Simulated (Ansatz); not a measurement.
# Run report: TiO2, geometry relaxation (part 3 of 3)

TiO2 (slab, 12 atoms in the cell); DFT PBEsol, scalar-relativistic, plane waves, PAW, no spin polarisation (Ansatz 0.2.0); cutoff 420 eV, 9×6×1 k-mesh, Gaussian smearing of 0.05 eV. The structure derives from an entry of the Crystallography Open Database. The input holds or restrains some coordinates. Forces given for the steps count only the free coordinates. It belongs to a series of runs on one base structure; here: clean slab, lower half held.

Geometry of the input (Å; fractional positions):
```
2.9390  0.0000  0.0000
0.0000  4.5912  0.0000
0.0000  0.0000  25.6826
O  0.5000  0.1956  0.3310
Ti 0.0000  0.0000  0.3659
O  0.5000  0.8044  0.4009
O  0.0000  0.3044  0.4203
Ti 0.5000  0.5000  0.4553
O  0.0000  0.6956  0.4903
O  0.5000  0.1956  0.5097
Ti 0.0000  0.0000  0.5447
O  0.5000  0.8044  0.5797
O  0.0000  0.3044  0.5991
Ti 0.5000  0.5000  0.6341
O  0.0000  0.6956  0.6690
```

Output, continued:
```
  k-point 0: bands = ["-58.0079", "-57.9825", "-57.7754", "-57.5073", "-34.4323", "-34.4200", "-34.3268", "-34.3127", "-34.2386", "-34.2325", "-34.2181", "-34.0974", "-34.0367", "-33.8878", "-33.8859", "-33.6779", "-19.4518", "-18.9208", "-18.3631", "-18.3016", "-17.9767", "-17.7287", "-17.2445", "-16.7890", "-7.0064", "-6.6928", "-6.1789", "-5.9993", "-5.8419", "-5.3862", "-5.2235", "-5.0989", "-4.8200", "-4.8011", "-4.4677", "-4.3192", "-3.6539", "-3.4039", "-3.2773", "-3.0252", "-2.8887", "-2.6884", "-2.6867", "-2.4698", "-2.0888", "-1.9679", "-1.8742", "-1.6944", "0.6123", "0.8346", "1.2345", "1.2615", "1.3201", "1.4551", "1.4835", "1.8443", "2.2766", "2.3096", "2.5356", "2.6993"]
  k-point 1: bands = ["-58.0077", "-57.9827", "-57.7754", "-57.5073", "-34.4340", "-34.4221", "-34.3266", "-34.3127", "-34.2377", "-34.2319", "-34.2189", "-34.0971", "-34.0364", "-33.8878", "-33.8860", "-33.6779", "-19.3783", "-18.9083", "-18.3849", "-18.3218", "-17.9959", "-17.7554", "-17.2526", "-16.7957", "-6.9674", "-6.7147", "-6.0782", "-5.9504", "-5.8204", "-5.3941", "-5.2324", "-5.0427", "-4.8217", "-4.8102", "-4.4167", "-4.2374", "-3.6838", "-3.3691", "-3.3156", "-3.0621", "-2.9304", "-2.8015", "-2.6333", "-2.5241", "-2.2599", "-1.9908", "-1.9730", "-1.8228", "0.6504", "0.7948", "1.2434", "1.3207", "1.3929", "1.4567", "1.5012", "1.9383", "2.2687", "2.2748", "2.5581", "2.7256"]
  k-point 2: bands = ["-58.0073", "-57.9830", "-57.7755", "-57.5073", "-34.4373", "-34.4259", "-34.3265", "-34.3127", "-34.2355", "-34.2308", "-34.2208", "-34.0965", "-34.0357", "-33.8878", "-33.8861", "-33.6780", "-19.1889", "-18.8806", "-18.4696", "-18.3872", "-18.0433", "-17.7762", "-17.2705", "-16.8096", "-6.9198", "-6.7512", "-6.0177", "-5.8932", "-5.4492", "-5.4108", "-5.2504", "-4.8352", "-4.8153", "-4.8037", "-4.3510", "-4.1537", "-3.7905", "-3.5075", "-3.3124", "-3.2456", "-3.0155", "-2.9463", "-2.6977", "-2.5848", "-2.4286", "-2.1652", "-2.0332", "-2.0171", "0.6756", "0.7589", "1.2573", "1.3566", "1.4219", "1.5227", "1.7739", "2.0982", "2.1703", "2.3005", "2.5569", "2.7246"]
  k-point 19: bands = ["-57.9630", "-57.9390", "-57.7320", "-57.4606", "-34.7157", "-34.7036", "-34.3779", "-34.2998", "-34.2946", "-34.2852", "-34.2766", "-34.2062", "-34.1944", "-33.9946", "-33.9936", "-33.7852", "-18.5811", "-18.3821", "-18.1952", "-18.0343", "-17.9635", "-17.7343", "-17.2728", "-16.7261", "-6.4684", "-6.4381", "-6.1449", "-6.0201", "-5.6666", "-5.5634", "-5.4157", "-5.2388", "-4.7987", "-4.6684", "-4.2802", "-4.1884", "-3.9621", "-3.8297", "-3.4142", "-3.3378", "-3.0646", "-2.8041", "-2.7471", "-2.4607", "-2.4219", "-2.3434", "-2.2596", "-2.0154", "0.7621", "0.8169", "1.2470", "1.6812", "1.7631", "1.8128", "2.0549", "2.0932", "2.1634", "2.2354", "2.4070", "2.5792"]
--- Relaxed structure (8 steps of the walk, 8 accepted, 0 SCFs on fresh bases) ---
  F+E_penalty+E_count = -14397.13910310 eV   max|allowed force component| = 7.869e-3 eV/Å
  atoms:
    - { symbol: O, position: [0.5, 0.1955612559, 0.330963225] }
    - { symbol: Ti, position: [0.0, 0.0, 0.3659234603] }
    - { symbol: O, position: [0.5, 0.8044387441000002, 0.40088369560000003] }
    - { symbol: O, position: [0.0, 0.3044387441, 0.4203475848] }
    - { symbol: Ti, position: [0.5, 0.5, 0.4553078201] }
    - { symbol: O, position: [0.0, 0.6955612559, 0.49026805540000007] }
    - { symbol: O, position: [0.5, 0.1927912846354504, 0.5112034943656193] }
    - { symbol: Ti, position: [0.0, 0.010397476437408983, 0.546001998213755] }
    - { symbol: O, position: [0.5, 0.7861443031522878, 0.5797695725315286] }
    - { symbol: O, position: [0.0, 0.2639902788210689, 0.6023536658613836] }
    - { symbol: Ti, position: [0.5, 0.521818712566027, 0.6331841411230019] }
    - { symbol: O, position: [0.0, 0.6278350139388233, 0.6715123297335029] }
```

Trajectory as extended XYZ (Å, eV, eV/Å), 8 frames, from step=1 to step=8:
```
12
Lattice="2.9390 0.0000 0.0000 0.0000 4.5912 0.0000 0.0000 0.0000 25.6826" Properties=species:S:1:pos:R:3:forces:R:3 step=1 energy=-14396.47043
O     1.4695    0.8979    8.5000    0.0000  -2.2741   1.0182
Ti    0.0000    0.0000    9.3979    0.0000   3.8367  -0.5433
O     1.4695    3.6934   10.2957    0.0000  -1.1018  -0.0484
O     0.0000    1.3978   10.7956    0.0000  -0.4918  -0.3714
Ti    1.4695    2.2956   11.6935    0.0000   0.1724  -0.0371
O     0.0000    3.1935   12.5914    0.0000  -0.1405  -0.1359
O     1.4695    0.8979   13.0912    0.0000  -0.1404   0.1359
Ti    0.0000    0.0000   13.9891    0.0000   0.1724   0.0370
O     1.4695    3.6934   14.8870    0.0000  -0.4918   0.3714
O     0.0000    1.3978   15.3869    0.0000  -1.1017   0.0485
Ti    1.4695    2.2956   16.2847    0.0000   3.8367   0.5432
O     0.0000    3.1935   17.1826    0.0000  -2.2741  -1.0183
12
Lattice="2.9390 0.0000 0.0000 0.0000 4.5912 0.0000 0.0000 0.0000 25.6826" Properties=species:S:1:pos:R:3:forces:R:3 step=2 energy=-14396.86978
O     1.4695    0.8979    8.5000    0.0000  -2.2736   1.0184
Ti    0.0000    0.0000    9.3979    0.0000   3.8341  -0.5453
O     1.4695    3.6934   10.2957    0.0000  -1.1049  -0.0443
O     0.0000    1.3978   10.7956    0.0000  -0.5087  -0.3655
Ti    1.4695    2.2956   11.6935    0.0000   0.1951  -0.0098
O     0.0000    3.1935   12.5914    0.0000  -0.1797  -0.1536
O     1.4695    0.9001   13.0991    0.0000  -0.0637   0.0712
Ti    0.0000    0.0022   13.9913    0.0000   0.6128   0.2255
O     1.4695    3.6966   14.8795    0.0000  -0.6459   0.5259
O     0.0000    1.3437   15.4411    0.0000  -1.0492  -0.4442
Ti    1.4695    2.3480   16.2711    0.0000   2.3487   0.6407
O     0.0000    3.0380   17.2507    0.0000  -1.1667  -0.9184
12
Lattice="2.9390 0.0000 0.0000 0.0000 4.5912 0.0000 0.0000 0.0000 25.6826" Properties=species:S:1:pos:R:3:forces:R:3 step=3 energy=-14397.04442
O     1.4695    0.8979    8.5000    0.0000  -2.2817   1.0303
Ti    0.0000    0.0000    9.3979    0.0000   3.8289  -0.5410
O     1.4695    3.6934   10.2957    0.0000  -1.1857   0.0005
O     0.0000    1.3978   10.7956    0.0000  -0.6822  -0.2828
Ti    1.4695    2.2956   11.6935    0.0000   0.6044   0.5133
O     0.0000    3.1935   12.5914    0.0000  -0.2666  -0.0376
O     1.4695    0.9025   13.2106    0.0000   0.0320  -0.4888
Ti    0.0000    0.0464   14.0838    0.0000   0.3279  -0.2596
O     1.4695    3.6933   14.9978    0.0000  -0.7103   0.3030
O     0.0000    1.2954   15.4778    0.0000   0.1889   0.6249
Ti    1.4695    2.4129   16.3609    0.0000   0.7036  -0.6105
O     0.0000    2.9816   17.3265    0.0000  -0.5574  -0.2537
12
Lattice="2.9390 0.0000 0.0000 0.0000 4.5912 0.0000 0.0000 0.0000 25.6826" Properties=species:S:1:pos:R:3:forces:R:3 step=4 energy=-14397.11603
O     1.4695    0.8979    8.5000    0.0000  -2.2785   1.0249
Ti    0.0000    0.0000    9.3979    0.0000   3.8355  -0.5465
O     1.4695    3.6934   10.2957    0.0000  -1.1463  -0.0265
O     0.0000    1.3978   10.7956    0.0000  -0.6066  -0.3582
Ti    1.4695    2.2956   11.6935    0.0000   0.6248   0.0545
O     0.0000    3.1935   12.5914    0.0000  -0.3820  -0.2701
O     1.4695    0.8946   13.1209    0.0000  -0.0655  -0.0532
Ti    0.0000    0.0546   14.0055    0.0000   0.0016   0.1585
O     1.4695    3.6232   14.8958    0.0000   0.4461  -0.6188
O     0.0000    1.2265   15.4358    0.0000  -0.2875  -0.2818
Ti    1.4695    2.3988   16.2130    0.0000  -0.3576   0.6782
O     0.0000    2.8509   17.2027    0.0000   0.2153   0.2437
12
Lattice="2.9390 0.0000 0.0000 0.0000 4.5912 0.0000 0.0000 0.0000 25.6826" Properties=species:S:1:pos:R:3:forces:R:3 step=5 energy=-14397.12939
O     1.4695    0.8979    8.5000    0.0000  -2.2789   1.0243
Ti    0.0000    0.0000    9.3979    0.0000   3.8362  -0.5408
O     1.4695    3.6934   10.2957    0.0000  -1.1478  -0.0313
O     0.0000    1.3978   10.7956    0.0000  -0.5924  -0.3658
Ti    1.4695    2.2956   11.6935    0.0000   0.6726  -0.0070
O     0.0000    3.1935   12.5914    0.0000  -0.3474  -0.1937
O     1.4695    0.8832   13.1050    0.0000  -0.1206   0.2791
Ti    0.0000    0.0576   14.0212    0.0000  -0.0472  -0.4934
O     1.4695    3.6100   14.8636    0.0000  -0.0979   0.3579
O     0.0000    1.2267   15.4531    0.0000   0.1683   0.3071
Ti    1.4695    2.4173   16.2613    0.0000  -0.0620  -0.3854
O     0.0000    2.9044   17.2399    0.0000   0.0176   0.0476
12
Lattice="2.9390 0.0000 0.0000 0.0000 4.5912 0.0000 0.0000 0.0000 25.6826" Properties=species:S:1:pos:R:3:forces:R:3 step=6 energy=-14397.13898
O     1.4695    0.8979    8.5000    0.0000  -2.2802   1.0264
Ti    0.0000    0.0000    9.3979    0.0000   3.8364  -0.5438
O     1.4695    3.6934   10.2957    0.0000  -1.1586  -0.0198
O     0.0000    1.3978   10.7956    0.0000  -0.6077  -0.3495
Ti    1.4695    2.2956   11.6935    0.0000   0.5968   0.1293
O     0.0000    3.1935   12.5914    0.0000  -0.4051  -0.2510
O     1.4695    0.8831   13.1266    0.0000   0.0051   0.0082
Ti    0.0000    0.0461   14.0213    0.0000   0.0187   0.0383
O     1.4695    3.6105   14.8930    0.0000  -0.0115  -0.0198
O     0.0000    1.2111   15.4693    0.0000   0.0057  -0.0018
Ti    1.4695    2.3942   16.2631    0.0000   0.0052  -0.0063
O     0.0000    2.8798   17.2485    0.0000  -0.0033  -0.0104
12
Lattice="2.9390 0.0000 0.0000 0.0000 4.5912 0.0000 0.0000 0.0000 25.6826" Properties=species:S:1:pos:R:3:forces:R:3 step=7 energy=-14397.13898
O     1.4695    0.8979    8.5000    0.0000  -2.2802   1.0262
Ti    0.0000    0.0000    9.3979    0.0000   3.8365  -0.5434
O     1.4695    3.6934   10.2957    0.0000  -1.1585  -0.0200
O     0.0000    1.3978   10.7956    0.0000  -0.6078  -0.3496
Ti    1.4695    2.2956   11.6935    0.0000   0.5968   0.1293
O     0.0000    3.1935   12.5914    0.0000  -0.4048  -0.2506
O     1.4695    0.8831   13.1266    0.0000   0.0047   0.0086
Ti    0.0000    0.0461   14.0213    0.0000   0.0185   0.0373
O     1.4695    3.6105   14.8930    0.0000  -0.0124  -0.0192
O     0.0000    1.2111   15.4693    0.0000   0.0064  -0.0011
Ti    1.4695    2.3942   16.2631    0.0000   0.0042  -0.0072
O     0.0000    2.8798   17.2485    0.0000  -0.0033  -0.0102
12
Lattice="2.9390 0.0000 0.0000 0.0000 4.5912 0.0000 0.0000 0.0000 25.6826" Properties=species:S:1:pos:R:3:forces:R:3 step=8 energy=-14397.13910
O     1.4695    0.8979    8.5000    0.0000  -2.2801   1.0262
Ti    0.0000    0.0000    9.3979    0.0000   3.8358  -0.5435
O     1.4695    3.6934   10.2957    0.0000  -1.1582  -0.0204
O     0.0000    1.3978   10.7956    0.0000  -0.6116  -0.3471
Ti    1.4695    2.2956   11.6935    0.0000   0.6101   0.1335
O     0.0000    3.1935   12.5914    0.0000  -0.3945  -0.2515
O     1.4695    0.8852   13.1290    0.0000  -0.0020   0.0002
Ti    0.0000    0.0477   14.0228    0.0000   0.0046  -0.0021
O     1.4695    3.6094   14.8900    0.0000  -0.0050  -0.0007
O     0.0000    1.2120   15.4700    0.0000  -0.0026   0.0079
Ti    1.4695    2.3958   16.2618    0.0000   0.0011  -0.0029
O     0.0000    2.8825   17.2462    0.0000   0.0025   0.0005
```

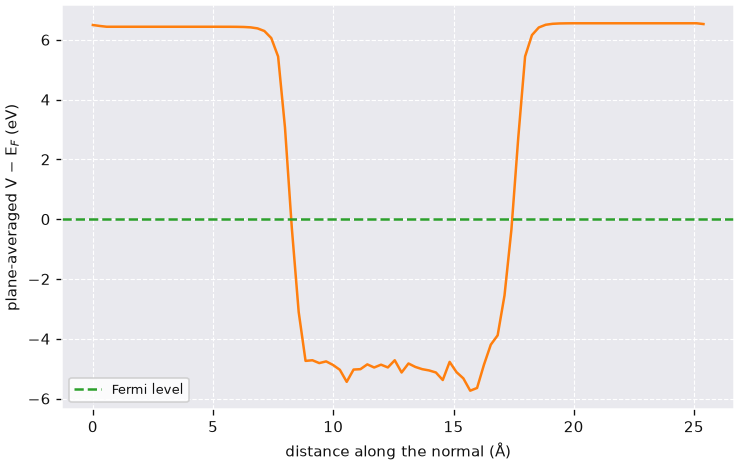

Plane average of the electrostatic potential energy of an electron across the cell, from the Fermi level. The vacuum level lies 6.55 eV above the Fermi level on the upper side and 6.44 eV on the lower.

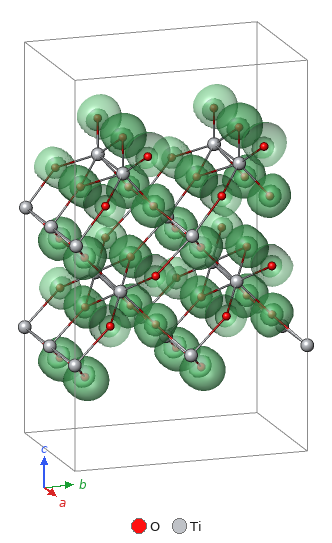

Isosurface of the ELF at 0.75 (green), seen slightly off an axis. Only the valence region is drawn (cores and ρ < 0.01 e/Å³ removed). Sticks mark near contacts. Along the contacts the grid gives the following. Ti–O (1.83 Å): the ELF is about 0.25 at the midpoint. Ti–Ti (2.94 Å): the ELF is about 0.15 at the midpoint. In a PAW calculation such maps are meaningful between the atoms, not at the nuclei.

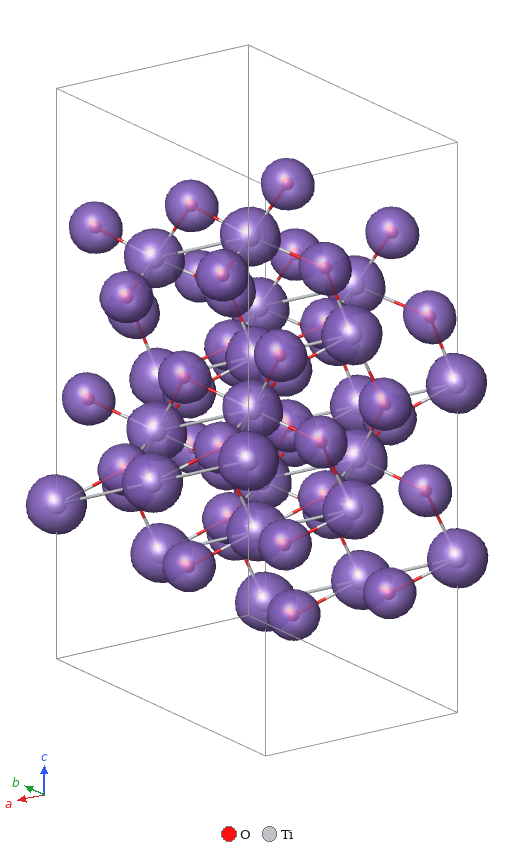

Isosurface of the valence pseudo-density at 1.5 e/Å³ (purple), seen at an oblique angle. Sticks mark near contacts. At this value the density breaks into separate islands; it holds about 65 % of the electrons treated as valence (semicore included). It is pinched off along the Ti–O (1.83 Å), Ti–Ti (2.94 Å), Ti–O (1.91 Å) and Ti–O (1.98 Å) contacts. On the grid the lowest density along these lines, outside the cores, is 0.97 e/Å³ (Ti–O, 1.83 Å), 0.27 e/Å³ (Ti–Ti, 2.94 Å), 0.8 e/Å³ (Ti–O, 1.91 Å) and 0.68 e/Å³ (Ti–O, 1.98 Å).

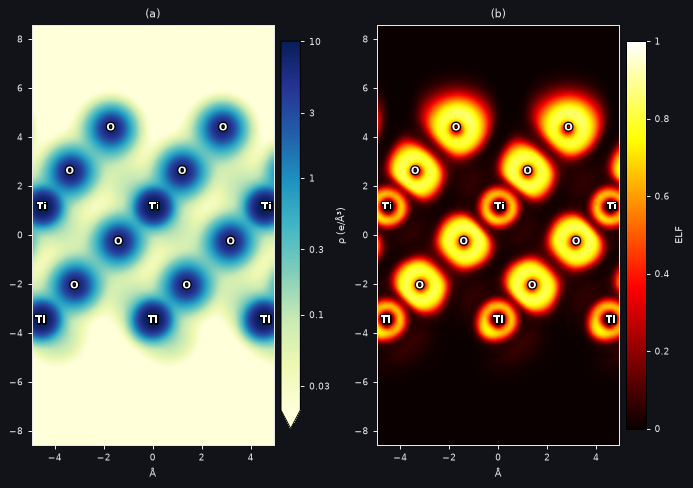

(a) valence pseudo-density; (b) ELF on the (100) plane of the calculation cell, a cut from vacuum to vacuum. Atoms in the plane: Ti and O. Ti–O (1.86 Å): ρ at the midpoint is about 0.93 e/Å³; the ELF is about 0.25 at the midpoint. Ti–O (1.98 Å): ρ at the midpoint is about 0.67 e/Å³; the ELF is about 0.25 at the midpoint. Ti–O (2.03 Å): the density is about 0.57 e/Å³ at the midpoint; the ELF is about 0.15 at the midpoint. The density dies away to nearly zero in the vacuum. The strong features right at Ti lie inside the PAW spheres (semicore, d or f shells) and say nothing about bonding.

Summary:

| quantity | value |
| --- | --- |
| outcome | converged under the restraints of the input |
| electrons treated | 96 |
| free energy | −14397.1391 eV |
| work function, top face | 6.55 eV |
| work function, bottom face | 6.44 eV |
| Fermi energy | −0.541 eV |
| gap on the k-point mesh | 2.31 eV |
| final volume | 346.55 Å³ |
| work function (upper face) | 6.55 eV |
| largest force (length of the vector) at the end, held atoms and coordinates included | 3.874 eV/Å |
| hardware | 2 threads of Intel Xeon @ 2.50GHz (Skylake/Cascade Lake), 189 GiB of memory available, shared host |
| wall time | 5.7 min (CPU time 11 min) |
| peak memory | 0.76 GiB |

Remarks:

The program warns: the exchange-correlation potential is rough where the density is thin.
